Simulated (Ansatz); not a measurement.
## BAs: geometry relaxation

System: BAs (2 atoms in the cell).
Method: DFT PBE, scalar-relativistic, plane waves, PAW, no spin polarisation (Ansatz 0.2.0).

The structure derives from an entry of the Crystallography Open Database. It belongs to a series of runs on one base structure; here: cell and atoms relaxed tightly for response. Figures and captions count atoms from 1; the log counts them from 0 in places.

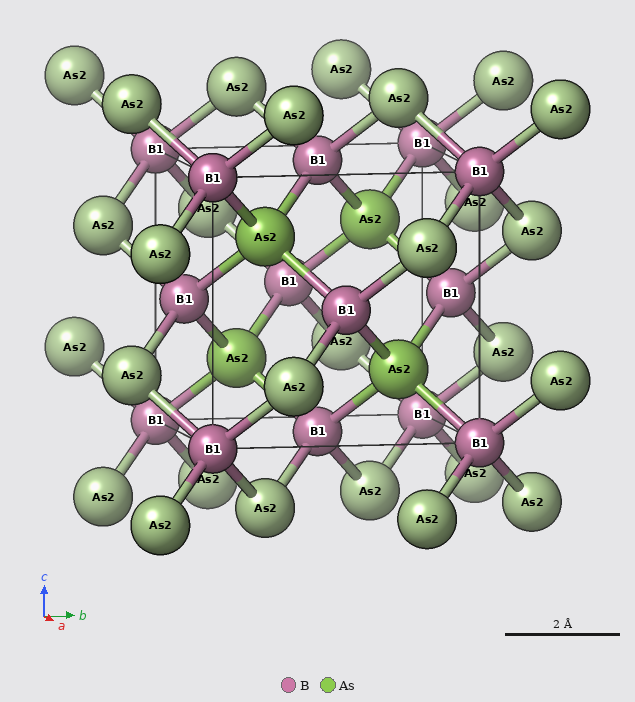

Fig. 1: The starting structure (ball-and-stick view of the cell 4 times as large as that of the calculation, set on its symmetry axes, seen slightly off an axis; neighbours outside the cell are drawn fainter; atoms are numbered from 1 in the order of the input). Near neighbours in the crystal (not all of them lie inside the picture): B has 4 As at 2.08 Å; As has 4 B at 2.08 Å.

## Input file
```yaml
crystal:
  lattice:
    - [0.0, 2.4044111605, 2.4044111605]
    - [2.4044111605, 0.0, 2.4044111605]
    - [2.4044111605, 2.4044111605, 0.0]
  atoms:
    - { symbol: B, position: [0.0, 0.0, 0.0] }
    - { symbol: As, position: [0.75, 0.75, 0.75] }
basis:
  ecutwfc: 420
kpoints:
  mp_grid: { grid: [10, 10, 10] }
hamiltonian:
  xc: pbe
scf:
  occupations: { method: fixed }
output:
  forces: true
  stress: true
  eigenvalues: true
  write_density: true
  write_potential: true
  elf: true
  volumetric_format: npy
relax:
  adjacent_minimum: "off"
  f_tol: 0.001
  max_steps: 60
  cell: { stress_tol: 0.01 }
```

Launch command:
```bash
ansatz run input.yaml --threads 1 --pin off --max-ram 3072MiB --backend cpu --events-out ev --progress --plain --runs-dir out
```

## The program's output
```
Engine: ansatz 0.2.0, x86_64-unknown-linux-gnu
Pseudopotentials: kind: paw
Pseudopotential: B, paw, valence charge 3, recommended cutoff 420 eV (normal), B.paw.azcp
Pseudopotential: As, paw, valence charge 15, recommended cutoff 420 eV (normal), As.paw.azcp
Functional definition: PBE
  parameter kappa = 0.804
  parameter beta = 0.06672455060314922
  exchange = pbe_x(kappa = kappa, mu = beta*pi^2/3)
  correlation = pbe_c(beta = beta)
Crystal: 2 atoms, lattice volume = 27.801 Å³
Basis set: ecut = 420 eV, 537 PW (Γ), exchange–correlation on 48×48×48 points (8 copies of the dense FFT grid, shifted against one another)
Bands: 13, of which v1, the nominal top of the filled ones, is band 9 counted from 1 (8 counted from 0)
Symmetry: 24 space group operations
Space group: F-43m (ITA 216), of the structure as read, at distance tolerance 3.0e-5 Å
k-points: 47 of 1000 (time reversal used)
Non-local potential: B, projectors of the file, l = 0: 2, l = 1: 2, l = 2: 1
Non-local potential: As, projectors of the file, l = 0: 2, l = 1: 2, l = 2: 3, l = 3: 1
PAW form: soft (Blöchl's): semilocal exchange-correlation on the pseudo side does not see the compensation charge
PAW one-centre angular grid: B, 110 points (default); XC on 64 Gauss nodes
PAW one-centre angular grid: As, 590 points (default); XC on 64 Gauss nodes
Initial density: superposition of atomic densities (neutral atoms: chi_scale 0, normalization atom), corrected by the library's trained network
Initial wavefunctions: pseudopotential atomic-orbital guess
Functional: x = pbe(κ = 0.804, μ = 0.2195149727645171), c = pbe(β = 0.06672455060314922)
SCF iter   1: F=—  HF=-5012.104965 eV  |F-HF|=—  |Δ(HF+E_count)|=         —  Δρ=7.31e-4  dr2=7.26e-5  ethr=1.77e-3  ⟨swp⟩=4.4  Hψ=3058  notcnv=0  defer=61
preconditioner: auto → none  [insulator: Δε(μ)=1.205 eV  Ē_g=12.256 eV  n_scr=8 (ndim 8)  ℏωp=19.9 eV  f_vac=0.001  ε∞_Penn≈3.6]
SCF iter   2: F=—  HF=-5012.104952 eV  |F-HF|=—  |Δ(HF+E_count)|=   1.32e-5  Δρ=4.14e-4  dr2=2.85e-5  ethr=4.03e-7  ⟨swp⟩=2.7  Hψ=1494  notcnv=0  defer=88
SCF iter   3: F=—  HF=-5012.104972 eV  |F-HF|=—  |Δ(HF+E_count)|=   2.02e-5  Δρ=2.34e-4  dr2=4.02e-6  ethr=1.58e-7  ⟨swp⟩=2.9  Hψ=1046  notcnv=0  defer=89
SCF iter   4: F=—  HF=-5012.104996 eV  |F-HF|=—  |Δ(HF+E_count)|=   2.44e-5  Δρ=5.15e-5  dr2=1.10e-6  ethr=2.23e-8  ⟨swp⟩=2.0  Hψ=1034  notcnv=0  defer=91
iter 5 did not close the SCF: its close was put off for the readings that it lacked (scf_convergence_deferred on its scf_iter line)
SCF iter   5: F=-5012.104996 eV  HF=-5012.104996 eV  |F-HF|=2.81e-8  |Δ(HF+E_count)|=   4.74e-7  Δρ=9.74e-6  dr2=3.75e-8  ethr=6.14e-9  ⟨swp⟩=2.0  Hψ=1025  notcnv=0  defer=90
SCF iter   6: F=-5012.104996 eV  HF=-5012.104996 eV  |F-HF|=9.14e-9  |Δ(HF+E_count)|=   4.14e-9  Δρ=4.20e-6  dr2=6.34e-9  ethr=2.08e-10  ⟨swp⟩=8.4  Hψ=3870  notcnv=0
SCF 1 converged in 6 iterations: F = -5012.104996 eV  dr2 = 6.34e-9
  greatest PAW one-centre occupation: 0.999 electrons in one spin orbital (limit 2), on the As atom at site 1 (counted from 0), in its partial waves of l = 2
relax step   1: F+E_penalty+E_count = -5012.10499585 eV  Δ(F+E_penalty+E_count) = +0.000e0 eV  max|allowed force component| = 2.403e-16 eV/Å  Δτ_max = 0.0000 Å  P = +0.039 GPa  Ω = 27.801 Å³  (6 SCF iters, dr2 threshold 1.00e-7 eV, accepted)
Crystal: 2 atoms, lattice volume = 27.807 Å³
Initial density: handed on by an earlier stage of this run
Initial wavefunctions: those handed on with the density
iter 1 solved again at ethr=2.73e-9 eV; its pass at ethr=3.10e-3 eV (dr2=4.92e-7 eV) is discarded
SCF iter   1: F=—  HF=-5012.104991 eV  |F-HF|=—  |Δ(HF+E_count)|=         —  Δρ=3.44e-5  dr2=4.90e-7  ethr=2.73e-9  ⟨swp⟩=1.0  Hψ=3094  notcnv=0
preconditioner: auto → none  [insulator: Δε(μ)=1.204 eV  Ē_g=12.253 eV  n_scr=8 (ndim 8)  ℏωp=19.9 eV  f_vac=0.001  ε∞_Penn≈3.6]
SCF iter   2: F=—  HF=-5012.104993 eV  |F-HF|=—  |Δ(HF+E_count)|=   2.47e-6  Δρ=8.79e-6  dr2=2.56e-8  ethr=2.72e-9  ⟨swp⟩=2.0  Hψ=755  notcnv=0
SCF iter   3: F=-5012.104993 eV  HF=-5012.104993 eV  |F-HF|=2.02e-10  |Δ(HF+E_count)|=   5.67e-9  Δρ=3.34e-6  dr2=3.26e-9  ethr=2.07e-11  ⟨swp⟩=7.4  Hψ=3514  notcnv=0
SCF 2 converged in 3 iterations: F = -5012.104993 eV  dr2 = 3.26e-9
relax step   2: F+E_penalty+E_count = -5012.10499313 eV  Δ(F+E_penalty+E_count) = +2.720e-6 eV  max|allowed force component| = 3.094e-17 eV/Å  Δτ_max = 0.0000 Å  P = +0.010 GPa  Ω = 27.807 Å³  energy of the carried Pulay correction = -3.626e-6 eV  (3 SCF iters, dr2 threshold 3.73e-9 eV, accepted)
Initial wavefunctions: pseudopotential atomic-orbital guess (no wavefunctions were taken with the density)
iter 1 solved again at ethr=4.94e-8 eV; its pass at ethr=3.10e-3 eV (dr2=8.89e-6 eV) is discarded
SCF iter   1: F=—  HF=-5012.104991 eV  |F-HF|=—  |Δ(HF+E_count)|=         —  Δρ=3.39e-6  dr2=3.34e-9  ethr=4.94e-8  ⟨swp⟩=2.3  Hψ=4551  notcnv=0  defer=85
SCF iter   2: F=—  HF=-5012.104993 eV  |F-HF|=—  |Δ(HF+E_count)|=   2.45e-6  Δρ=1.56e-6  dr2=6.51e-10  ethr=1.85e-11  ⟨swp⟩=2.4  Hψ=912  notcnv=0  defer=17
SCF iter   3: F=—  HF=-5012.104993 eV  |F-HF|=—  |Δ(HF+E_count)|=  2.75e-10  Δρ=4.85e-7  dr2=8.72e-11  ethr=3.62e-12  ⟨swp⟩=2.0  Hψ=799  notcnv=0  defer=17
SCF iter   4: F=—  HF=-5012.104993 eV  |F-HF|=—  |Δ(HF+E_count)|=  2.00e-11  Δρ=1.18e-7  dr2=2.04e-12  ethr=4.85e-13 (applied; sched 1.00e-12)  ⟨swp⟩=2.9  Hψ=1021  notcnv=0  defer=17
SCF iter   5: F=-5012.104993 eV  HF=-5012.104993 eV  |F-HF|=0.00e0  |Δ(HF+E_count)|=  3.64e-12  Δρ=1.43e-8  dr2=2.89e-14  ethr=1.00e-12  ⟨swp⟩=6.7  Hψ=2701  notcnv=0
SCF 3 converged in 5 iterations: F = -5012.104993 eV  dr2 = 2.89e-14
relax step   3: F+E_penalty+E_count = -5012.10499313 eV  Δ(F+E_penalty+E_count) = -3.311e-10 eV  max|allowed force component| = 6.129e-17 eV/Å  Δτ_max = 0.0000 Å  P = +0.010 GPa  Ω = 27.807 Å³  stress off target by 1.01e-2 GPa  SCF on the basis re-selected at this cell (its energy is not comparable with the rows above)  (5 SCF iters)
basis re-selected at this cell: Δ(F+E_penalty+E_count) = -3.311e-10 eV, ΔP = +0.000 GPa vs the last step (what re-selecting the basis moved, of the pressure what is left beyond the Pulay correction that the steps carried, after the strain that the cell walked since its last selection, with what the two solves' SCF thresholds leave and, on support functions, any second-order correction that the steps lacked; it is no measure of the basis error at this ecutwfc). This SCF's stress stands 1.01e-2 GPa from its target on what of the cell is left free (relax.cell.stress_tol is 1.00e-2 GPa) and its largest allowed force component is 6.13e-17 eV/Å (relax.f_tol is 1.00e-3 eV/Å): not within both, so this SCF does not close the relaxation
Crystal: 2 atoms, lattice volume = 27.809 Å³
iter 1 solved again at ethr=2.83e-10 eV; its pass at ethr=3.10e-3 eV (dr2=5.10e-8 eV) is discarded
SCF iter   1: F=—  HF=-5012.104989 eV  |F-HF|=—  |Δ(HF+E_count)|=         —  Δρ=1.11e-5  dr2=5.06e-8  ethr=2.83e-10  ⟨swp⟩=1.0  Hψ=3094  notcnv=0
SCF iter   2: F=—  HF=-5012.104992 eV  |F-HF|=—  |Δ(HF+E_count)|=   2.60e-6  Δρ=2.65e-6  dr2=2.47e-9  ethr=2.81e-10  ⟨swp⟩=2.0  Hψ=752  notcnv=0
SCF iter   3: F=—  HF=-5012.104992 eV  |F-HF|=—  |Δ(HF+E_count)|=  4.71e-10  Δρ=1.01e-6  dr2=3.27e-10  ethr=1.42e-12  ⟨swp⟩=6.0  Hψ=2666  notcnv=0
SCF iter   4: F=-5012.104992 eV  HF=-5012.104992 eV  |F-HF|=4.55e-12  |Δ(HF+E_count)|=  4.82e-11  Δρ=3.69e-7  dr2=4.82e-11  ethr=1.42e-12  ⟨swp⟩=5.2  Hψ=2428  notcnv=0
SCF 4 converged in 4 iterations: F = -5012.104992 eV  dr2 = 4.82e-11
relax step   4: F+E_penalty+E_count = -5012.10499191 eV  Δ(F+E_penalty+E_count) = +1.213e-6 eV  max|allowed force component| = 6.187e-17 eV/Å  Δτ_max = 0.0000 Å  P = +0.000 GPa  Ω = 27.809 Å³  energy of the carried Pulay correction = -1.281e-6 eV  (4 SCF iters, dr2 threshold 2.56e-10 eV, accepted)
iter 1 solved again at ethr=4.90e-8 eV; its pass at ethr=3.10e-3 eV (dr2=8.81e-6 eV) is discarded
SCF iter   1: F=—  HF=-5012.104989 eV  |F-HF|=—  |Δ(HF+E_count)|=         —  Δρ=4.32e-7  dr2=5.75e-11  ethr=4.90e-8  ⟨swp⟩=2.3  Hψ=4554  notcnv=0  defer=85
eigensolver tolerance schedule: the retry pair's looser diagonalisation over-reported the residual by 153373.40 of it (diagonalisation noise at an unbounded share of the residual, at the tolerance the schedule requests for it); recorded, not acted on — ethr = c·dr2/N_el stays at c = 1.0e-1
SCF iter   2: F=—  HF=-5012.104992 eV  |F-HF|=—  |Δ(HF+E_count)|=   3.03e-6  Δρ=1.55e-7  dr2=7.09e-12  ethr=3.19e-13 (applied; sched 1.00e-12)  ⟨swp⟩=2.9  Hψ=1180  notcnv=0  defer=17
SCF iter   3: F=-5012.104992 eV  HF=-5012.104992 eV  |F-HF|=9.09e-13  |Δ(HF+E_count)|=  5.46e-12  Δρ=4.63e-8  dr2=5.10e-13  ethr=1.00e-12  ⟨swp⟩=5.0  Hψ=3182  notcnv=0
SCF 5 converged in 3 iterations: F = -5012.104992 eV  dr2 = 5.10e-13
relax step   5: F+E_penalty+E_count = -5012.10499191 eV  Δ(F+E_penalty+E_count) = -1.182e-11 eV  max|allowed force component| = 6.814e-17 eV/Å  Δτ_max = 0.0000 Å  P = +0.000 GPa  Ω = 27.809 Å³  stress off target by 1.61e-4 GPa  SCF on the basis re-selected at this cell (its energy is not comparable with the rows above)  (3 SCF iters)
```

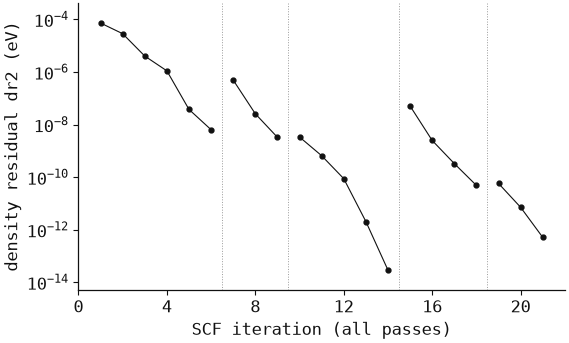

Fig. 2: Convergence of the self-consistent field: density residual dr2 against the SCF iteration. The dotted lines part the SCF passes of the relaxation: geometry steps, rejected trials and re-solves on a re-selected basis. The 5 passes take 3 to 6 iterations each, 21 in all.

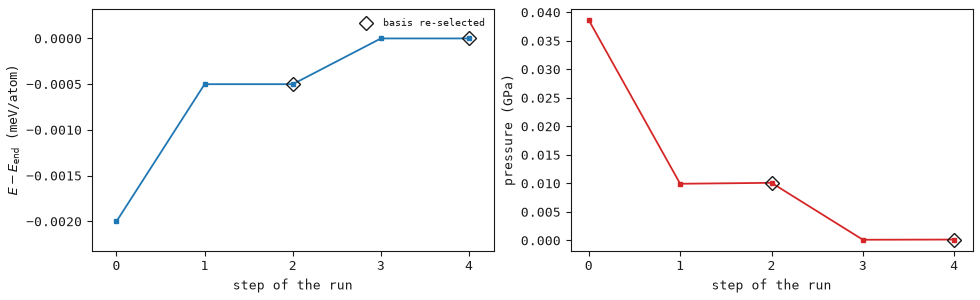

Fig. 3: Progress of the relaxation, step by step (the first geometry is step 0 here and step 1 in the log). The atoms keep their places (all moves are under 0.005 Å). The lattice vectors keep their values. The space group stays F-43m (No. 216). After 2 geometry steps the energy has risen by next to nothing (0.0 meV per atom). All forces vanish by symmetry, so only the cell relaxes. Pressure: 0.04 GPa at the start and 0.00 GPa at the end. 1 further SCF at an unchanged geometry re-selected the plane-wave basis for the new cell. The energy change given includes the shifts at the re-selections in mid-walk, which come without any move. A last SCF at the same geometry on a re-selected plane-wave basis shifts the energy by next to nothing (0.0 meV per atom).

```
basis re-selected at this cell: Δ(F+E_penalty+E_count) = -1.182e-11 eV, ΔP = +0.000 GPa vs the last step (what re-selecting the basis moved, of the pressure what is left beyond the Pulay correction that the steps carried, after the strain that the cell walked since its last selection, with what the two solves' SCF thresholds leave and, on support functions, any second-order correction that the steps lacked; it is no measure of the basis error at this ecutwfc). This SCF's stress stands 1.61e-4 GPa from its target on what of the cell is left free (relax.cell.stress_tol is 1.00e-2 GPa) and its largest allowed force component is 6.81e-17 eV/Å (relax.f_tol is 1.00e-3 eV/Å): within both
SCF converged after 3 iterations
Free energy (F): -5012.104992 eV
Harris-Foulkes:  -5012.104992 eV  (|F-HF|=9.09e-13)
Internal energy: -5012.104992 eV  (E = F + TS)
E sigma→0 (E₀):  -5012.104992 eV
Fermi energy:    10.805873 eV
--- Per-component energies (eV) ---
  E_band       = -215.115122
  E_kinetic    = 151.197895
  E_local      = -1711.614338  (includes V_loc(G=0)·N_el)
  E_nonlocal   = -657.827605
  E_hartree    = 946.715106
  E_xc         = -111.108091
  E_vxc        = -117.236148  (∫ρ·V_xc dr)
  E_paw        = -1915.279478  (= ΣΔE_a)
  E_vpaw       = 226.934856  (= ΣTr[D̂ρ^β])
  E_aug_tail   = 0.000006  (compensation charges beyond the density's cutoff)
  E_ewald      = -1714.188487
  E_smearing   = -0.000000  (= −TS)
  E_closure    = 0.000000  (closes the sum)
  Σ components = -5012.104992   (vs F -5012.104992, Δ=0.00e0)
--- Forces (eV/Å), atoms counted from 1 ---
  atom   1  B     -0.00000000    -0.00000000     0.00000000
  atom   2  As     0.00000000     0.00000000     0.00000000
  max |Σ_I F_I| component: 1.23e-16 eV/Å
--- Stress (GPa, compression-positive) ---
        0.000161      -0.000000      -0.000000
       -0.000000       0.000161       0.000000
       -0.000000       0.000000       0.000161
  P = ⅓ Tr σ = 0.0002 GPa (0.002 kbar)
--- Band table (eV; the first three rows and the last of 47) ---
  k-point 0: bands = ["-24.9786", "-24.9786", "-24.9786", "-24.9580", "-24.9580", "-4.4148", "10.8059", "10.8059", "10.8059", "14.0618", "14.0618", "14.0618", "15.2243"]
  k-point 1: bands = ["-24.9783", "-24.9779", "-24.9779", "-24.9579", "-24.9579", "-4.2536", "9.4226", "10.5118", "10.5118", "14.1613", "14.4506", "14.4506", "16.1499"]
  k-point 2: bands = ["-24.9776", "-24.9762", "-24.9762", "-24.9577", "-24.9577", "-3.7785", "7.0923", "9.9493", "9.9493", "13.9136", "15.1582", "15.1582", "17.8232"]
  k-point 46: bands = ["-24.9772", "-24.9703", "-24.9642", "-24.9608", "-24.9548", "-0.2033", "2.7907", "5.5719", "5.8230", "15.3284", "15.6135", "18.5174", "18.6538"]
--- Relaxed structure (3 steps of the walk, 3 accepted, 2 SCFs on fresh bases) ---
  F+E_penalty+E_count = -5012.10499191 eV   max|allowed force component| = 6.814e-17 eV/Å   (the final SCF, on the basis selected at the relaxed cell)
  cell:  # Å, volume = 27.8088 Å³
    - [-2.038148813158236e-34, 2.4046443035820344, 2.4046443035820344]
    - [2.4046443035820344, 4.3764468851292275e-33, 2.4046443035820344]
    - [2.4046443035820344, 2.4046443035820344, 4.833438064329551e-33]
  atoms:
    - { symbol: B, position: [6.80848799748844e-34, -8.1434856440548e-34, -6.074239291876942e-34] }
    - { symbol: As, position: [0.7499999999999999, 0.7499999999999999, 0.7499999999999999] }
```

## Trajectory as extended XYZ (Å, eV, eV/Å), 5 frames, from step=1 to step=5
```
2
Lattice="0.0000 2.4044 2.4044 2.4044 0.0000 2.4044 2.4044 2.4044 0.0000" Properties=species:S:1:pos:R:3:forces:R:3 step=1 energy=-5012.10500 pressure_GPa=0.04
B     0.0000    0.0000    0.0000    0.0000   0.0000   0.0000
As    3.6066    3.6066    3.6066    0.0000   0.0000   0.0000
2
Lattice="0.0000 2.4046 2.4046 2.4046 0.0000 2.4046 2.4046 2.4046 0.0000" Properties=species:S:1:pos:R:3:forces:R:3 step=2 energy=-5012.10499 pressure_GPa=0.01
B     0.0000    0.0000    0.0000    0.0000   0.0000   0.0000
As    3.6069    3.6069    3.6069    0.0000   0.0000   0.0000
2
Lattice="0.0000 2.4046 2.4046 2.4046 0.0000 2.4046 2.4046 2.4046 0.0000" Properties=species:S:1:pos:R:3:forces:R:3 step=3 energy=-5012.10499 pressure_GPa=0.01
B     0.0000    0.0000    0.0000    0.0000   0.0000   0.0000
As    3.6069    3.6069    3.6069    0.0000   0.0000   0.0000
2
Lattice="0.0000 2.4046 2.4046 2.4046 0.0000 2.4046 2.4046 2.4046 0.0000" Properties=species:S:1:pos:R:3:forces:R:3 step=4 energy=-5012.10499 pressure_GPa=0.00
B     0.0000    0.0000    0.0000    0.0000   0.0000   0.0000
As    3.6070    3.6070    3.6070    0.0000   0.0000   0.0000
2
Lattice="0.0000 2.4046 2.4046 2.4046 0.0000 2.4046 2.4046 2.4046 0.0000" Properties=species:S:1:pos:R:3:forces:R:3 step=5 energy=-5012.10499 pressure_GPa=0.00
B     0.0000    0.0000    0.0000    0.0000   0.0000   0.0000
As    3.6070    3.6070    3.6070    0.0000   0.0000   0.0000
```

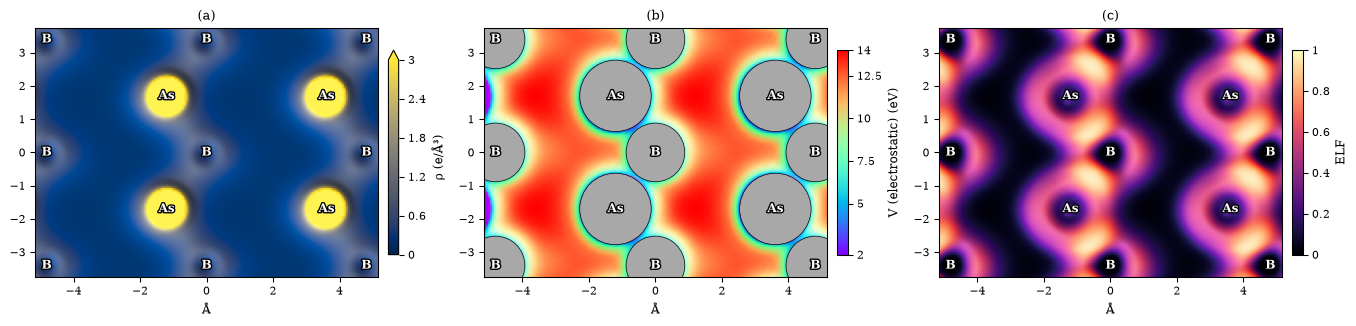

Fig. 4: (a) valence electron density; (b) electrostatic potential (local pseudopotential plus Hartree) felt by an electron; (c) ELF on the (110) plane of the conventional cell. Grey discs, where drawn, cover atomic cores. The section cuts through B and As sites. B–As (2.08 Å): ρ is about 0.77 e/Å³ halfway; the ELF peaks at about 0.90 between the atoms (localised, shared-pair bonding). Away from the nuclei the density in this plane falls to 0.03 e/Å³ at its lowest. Outside the cores the potential energy rises away from the atoms and is highest about 2.1 Å from the nearest atoms; outside the discs it spans about 11 eV, and its zero is arbitrary. In a PAW calculation such maps are meaningful between the atoms, not at the nuclei.

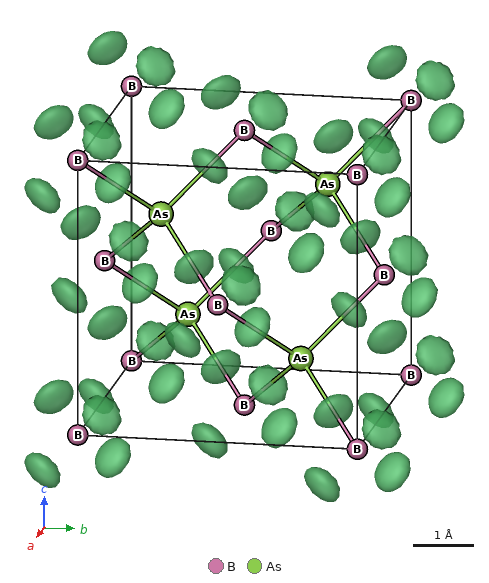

Fig. 5: Isosurface of the ELF at 0.85 (green), seen slightly off an axis. Core shells and regions of very low density are left out. Sticks mark near contacts. The outline is the cell set on symmetry axes. The ELF exceeds this value in 16 regions between bonded As–B atoms (shared pairs), counted in one cell of 8 atoms. Along the contacts the grid gives the following.

## Summary

| quantity | value |
| --- | --- |
| outcome | converged |
| space group (tolerance 0.01 Å) | F-43m (216) |
| electrons treated | 18 |
| free energy | −5012.1050 eV |
| Fermi energy | 10.806 eV |
| gap on the k-point mesh | 1.20 eV |
| pressure | 0.00 GPa |
| final volume | 27.81 Å³ |
| largest force (length of the vector) at the end | under 0.001 eV/Å |
| final cell | a = 3.401 Å, b = 3.401 Å, c = 3.401 Å, α = 60.00°, β = 60.00°, γ = 60.00° |
| hardware | 1 thread of AMD EPYC (Zen 3), 32 GiB of memory available, shared host |
| wall time | 10 s |
| peak memory | 0.36 GiB |
